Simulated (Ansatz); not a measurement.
# Ru: a changed input and its effect

System: Ru (Pm-3m, 1 atom in the cell).
Method of run A: DFT, PBE, norm-conserving pseudopotentials, Ansatz's default files, scalar-relativistic, no spin polarisation (Ansatz 0.2.0).

Its volume is 0.40 times that of the source entry. Text and figures count atoms from 1; the logs count them from 0 in places.

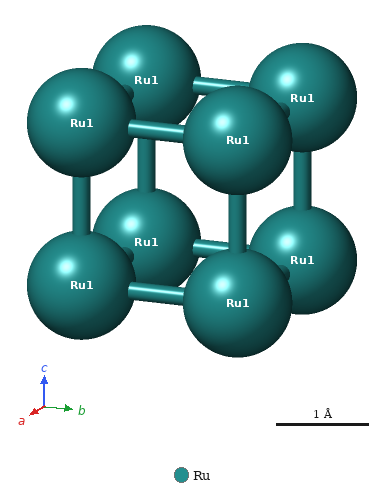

Figure 1. The structure as given in the input (ball-and-stick view of the cell of the calculation, seen slightly off an axis; atoms are numbered from 1 in the order of the input). Near neighbours in the crystal (not all of them lie inside the picture): Ru has 6 Ru at 1.85 Å.

**Input file, run A**
```yaml
crystal:
  lattice:
    - [1.8509446025, 0.0, 0.0]
    - [0.0, 1.8509446025, 0.0]
    - [0.0, 0.0, 1.8509446025]
  atoms:
    - { symbol: Ru, position: [0.0, 0.0, 0.0] }
kpoints:
  mp_grid: { grid: [15, 15, 15] }
scf:
  occupations: { method: fermi_dirac, width: 0.1 }
hamiltonian:
  xc: pbe
  pseudopotentials: { kind: nc }
output:
  forces: true
  stress: true
  eigenvalues: true
```

Command:
```bash
ansatz run input.yaml --threads 1 --pin off --max-ram 2048MiB --backend cpu --events-out ev --progress --plain --runs-dir out
```

Hardware: 1 thread of Arm Neoverse V1, 24 GiB of memory available, shared host.

**Output, shortened to warnings, some set-up lines, iterations and results (run A)**
```
Basis set: ecut = 1142.878222 eV, 587 PW (Γ), exchange–correlation on 48×48×48 points (8 copies of the dense FFT grid, shifted against one another)
Symmetry: 48 space group operations
k-points: 120 of 3375
Initial density: superposition of atomic densities (chi_scale 0.1, normalization cell)
[...]
SCF iter   1: F=—  HF=-2728.866334 eV  |F-HF|=—  |Δ(HF+E_count)|=         —  Δρ=5.73e-2  dr2=1.04e-1  ethr=3.10e-3  ⟨swp⟩=7.6  Hψ=11813  notcnv=0
SCF iter   2: F=—  HF=-2728.825263 eV  |F-HF|=—  |Δ(HF+E_count)|=   4.11e-2  Δρ=1.44e-2  dr2=3.54e-3  ethr=6.51e-4  ⟨swp⟩=2.7  Hψ=3282  notcnv=0  defer=13
SCF iter   3: F=—  HF=-2728.824342 eV  |F-HF|=—  |Δ(HF+E_count)|=   9.21e-4  Δρ=4.58e-3  dr2=2.50e-4  ethr=2.21e-5  ⟨swp⟩=2.5  Hψ=2119  notcnv=0  defer=13
SCF iter   4: F=—  HF=-2728.824333 eV  |F-HF|=—  |Δ(HF+E_count)|=   8.99e-6  Δρ=3.07e-4  dr2=1.20e-6  ethr=1.56e-6  ⟨swp⟩=2.2  Hψ=2303  notcnv=0  defer=13
SCF iter   5: F=—  HF=-2728.824332 eV  |F-HF|=—  |Δ(HF+E_count)|=   6.31e-7  Δρ=2.10e-5  dr2=1.34e-8  ethr=6.25e-10  ⟨swp⟩=11.8  Hψ=10224  notcnv=0
SCF iter   6: F=-2728.824332 eV  HF=-2728.824332 eV  |F-HF|=2.09e-11  |Δ(HF+E_count)|=   6.27e-9  Δρ=1.56e-6  dr2=3.63e-11  ethr=8.35e-11  ⟨swp⟩=3.5  Hψ=6016  notcnv=0
SCF 1 converged in 6 iterations: F = -2728.824332 eV  dr2 = 3.63e-11
SCF converged after 6 iterations
Free energy (F): -2728.824332 eV
Harris-Foulkes:  -2728.824332 eV  (|F-HF|=2.09e-11)
Internal energy: -2728.812330 eV  (E = F + TS)
E sigma→0 (E₀):  -2728.818331 eV
Entropy (-TS):   -0.012002 eV (-12.002 meV/atom)
Fermi energy:    56.626462 eV
--- Per-component energies (eV) ---
  E_band       = 389.703112
  E_kinetic    = 999.806751
  E_local      = -954.173842  (includes V_loc(G=0)·N_el)
  E_nonlocal   = 322.809462
  E_hartree    = 218.940847
  E_xc         = -490.839266
  E_vxc        = -416.620810  (∫ρ·V_xc dr)
  E_ewald      = -2825.356282
  E_smearing   = -0.012002  (= −TS)
  E_closure    = -0.000000  (closes the sum)
  Σ components = -2728.824332   (vs F -2728.824332, Δ=0.00e0)
--- Forces (eV/Å), atoms counted from 1 ---
  atom   1  Ru     0.00000000     0.00000000     0.00000000
  max |Σ_I F_I| component: 2.22e-31 eV/Å
--- Stress (GPa, compression-positive) ---
     1597.883605       0.000000       0.000000
        0.000000    1597.883605       0.000000
        0.000000       0.000000    1597.883605
  P = ⅓ Tr σ = 1597.8836 GPa (15978.836 kbar)
```

The input of run B differs as follows (lines with − go, lines with + come):
```diff
+  symmetry: { detect: false }
-  occupations: { method: fermi_dirac, width: 0.1 }
+  occupations: { method: methfessel_paxton, width: 0.005 }
+  hubbard: { sites: [{ species: Ru, l: d, u_eff: 2.0 }], double_counting: amf }
```

Predict how the results change.

The total energies belong to different models, so their difference says nothing on which is more stable or more accurate. The pressure goes from 1597.88 to 1595.96 GPa. The number of SCF iterations is the same. The irreducible k-points go from 120 to 1688. On the same kind of shared host run B took about 29 times as long.

**Output, shortened to warnings, some set-up lines, iterations and results (run B)**
```
Basis set: ecut = 1142.878222 eV, 587 PW (Γ), exchange–correlation on 48×48×48 points (8 copies of the dense FFT grid, shifted against one another)
Symmetry: 1 space group operations
k-points: 1688 of 3375 (time reversal used)
Initial density: superposition of atomic densities (chi_scale 0.1, normalization cell)
[...]
SCF iter   1: F=—  HF=-2728.861650 eV  |F-HF|=—  |Δ(HF+E_count)|=         —  Δρ=5.72e-2  dr2=1.03e-1  ethr=6.48e-4  ⟨swp⟩=1.0  Hψ=205813  notcnv=0
SCF iter   2: F=—  HF=-2728.831080 eV  |F-HF|=—  |Δ(HF+E_count)|=   3.06e-2  S|Δr|=    0.00e0  Δρ=1.37e-2  dr2=3.19e-3  ethr=6.41e-4  ⟨swp⟩=3.3  Hψ=39053  notcnv=0
SCF iter   3: F=—  HF=-2728.835741 eV  |F-HF|=—  |Δ(HF+E_count)|=   4.66e-3  S|Δr|=    0.00e0  Δρ=2.92e-3  dr2=1.07e-4  ethr=1.99e-5  ⟨swp⟩=3.6  Hψ=46119  notcnv=0  defer=63
SCF iter   4: F=—  HF=-2728.836174 eV  |F-HF|=—  |Δ(HF+E_count)|=   4.33e-4  S|Δr|=    0.00e0  Δρ=2.62e-4  dr2=1.00e-6  ethr=6.66e-7  ⟨swp⟩=2.9  Hψ=41847  notcnv=0  defer=63
SCF iter   5: F=—  HF=-2728.836175 eV  |F-HF|=—  |Δ(HF+E_count)|=   6.70e-7  S|Δr|=    0.00e0  Δρ=3.47e-5  dr2=2.64e-8  ethr=6.25e-10  ⟨swp⟩=9.7  Hψ=130185  notcnv=0
SCF iter   6: F=-2728.836175 eV  HF=-2728.836175 eV  |F-HF|=9.31e-10  |Δ(HF+E_count)|=   1.07e-8  S|Δr|=    0.00e0  Δρ=8.11e-6  dr2=1.33e-9  ethr=1.65e-10  ⟨swp⟩=3.7  …
SCF 1 converged in 6 iterations: F = -2728.836175 eV  dr2 = 1.33e-9
SCF converged after 6 iterations
Stability not checked: this state was not tested for a lower state beside it, because cold or Methfessel-Paxton smearing, or corrected tetrahedra, fill the levels in a way that the test cannot read (fill_not_monotonic; see scf.lower_state_search)
Free energy (F): -2728.836175 eV
Harris-Foulkes:  -2728.836175 eV  (|F-HF|=9.31e-10)
Internal energy: -2728.836166 eV  (E = F + TS)
E sigma→0 (E₀):  -2728.836172 eV
Entropy (-TS):   -0.000009 eV (-0.009 meV/atom)
Fermi energy:    56.674571 eV
--- Per-component energies (eV) ---
  E_band       = 389.635232
  E_kinetic    = 999.808703
  E_local      = -954.127994  (includes V_loc(G=0)·N_el)
  E_nonlocal   = 322.779744
  E_hartree    = 218.915321
  E_xc         = -490.836766
  E_vxc        = -416.619028  (∫ρ·V_xc dr)
  E_hubbard    = -0.018893  (on-site DFT+U / exact-exchange correction)
  E_vhub       = -0.037783  (the Hubbard potential's part of the band-sum identity)
  E_ewald      = -2825.356282
  E_smearing   = -0.000009  (= −TS)
  E_closure    = -0.000000  (closes the sum)
  Σ components = -2728.836175   (vs F -2728.836175, Δ=0.00e0)
DFT+U double counting: amf (around mean field; hamiltonian.hubbard.double_counting)
--- Forces (eV/Å), atoms counted from 1 ---
  atom   1  Ru     0.00000000     0.00000000    -0.00000000
  max |Σ_I F_I| component: 3.57e-9 eV/Å
--- Stress (GPa, compression-positive) ---
     1595.957971      -0.000029      -0.000028
       -0.000029    1595.958016      -0.000021
       -0.000028      -0.000021    1595.958215
  P = ⅓ Tr σ = 1595.9581 GPa (15959.581 kbar)
Occupation matrices written to [file]
```

**The two runs side by side**

| quantity | run A | run B |
| --- | --- | --- |
| outcome | converged | converged |
| free energy per atom (eV) | −2728.8243 | −2728.8362 |
| energy per atom, smearing taken to zero (eV) | −2728.8183 | −2728.8362 |
| pressure (GPa) | 1597.88 | 1595.96 |
| largest force (eV/Å) | 0.000 | 0.000 |
| SCF iterations | 6 | 6 |
| irreducible k-points | 120 | 1688 |
| plane waves at Γ | 587 | 587 |
| wall time (shared host) | 2.6 s | 76 s |

For run A: The cell is under a pressure of 1598 GPa at this level, so it is not at its equilibrium volume. For run B: The cell is under a pressure of 1596 GPa at this level, so it is not at its equilibrium volume.
